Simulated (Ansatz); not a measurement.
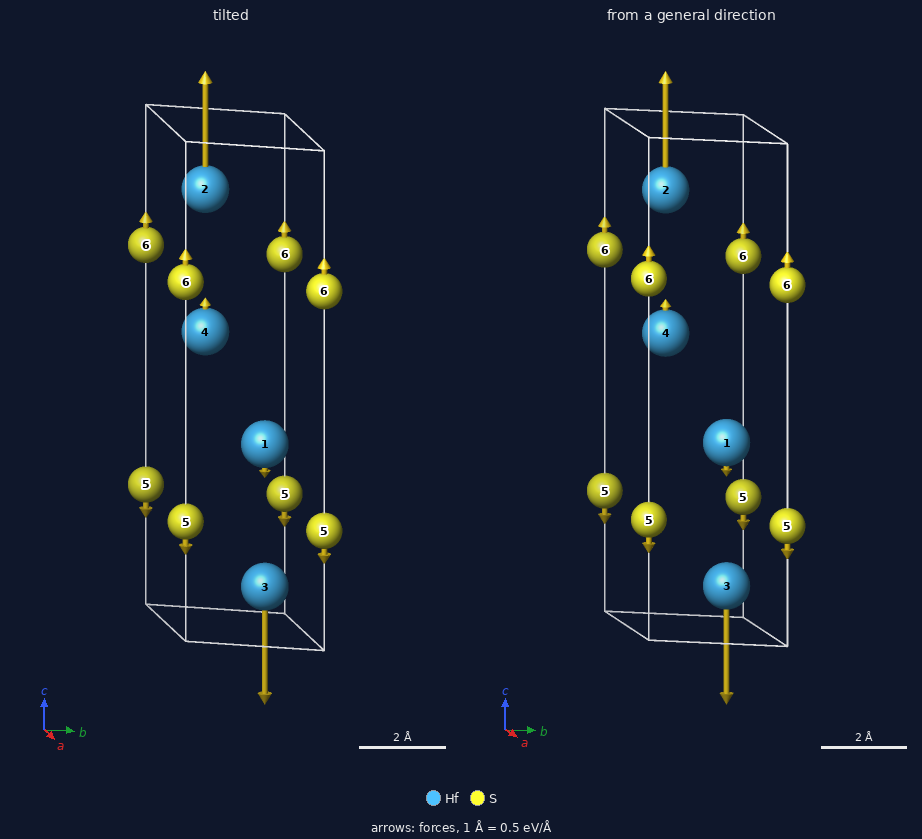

Spheres-only drawing of the structure, looking slightly off an axis and from a general direction. The lines enclose the simulation cell; boundary atoms appear with their images. The arrows are the computed forces on the atoms.

System: Hf2S. Theory: DFT PBEsol, scalar-relativistic, plane waves, PAW in Ansatz 0.2.0. Numerical settings: a 420 eV plane-wave basis, a 16×16×4 k-point grid, Gaussian smearing of 0.15 eV, no spin polarisation.

Q: Judging by the arrows, is the geometry relaxed?

A: No. The atoms still feel forces of up to about 1.2 eV/Å, far above a usual threshold of 0.01 to 0.03 eV/Å.

Q: Where does the largest force act?

A: Hf2 and Hf3, about 1.2 eV/Å.

It goes back to a structure listed in the Materials Project. The cell was then strained or its atoms displaced on purpose. It was run through Ansatz as a DFT input.
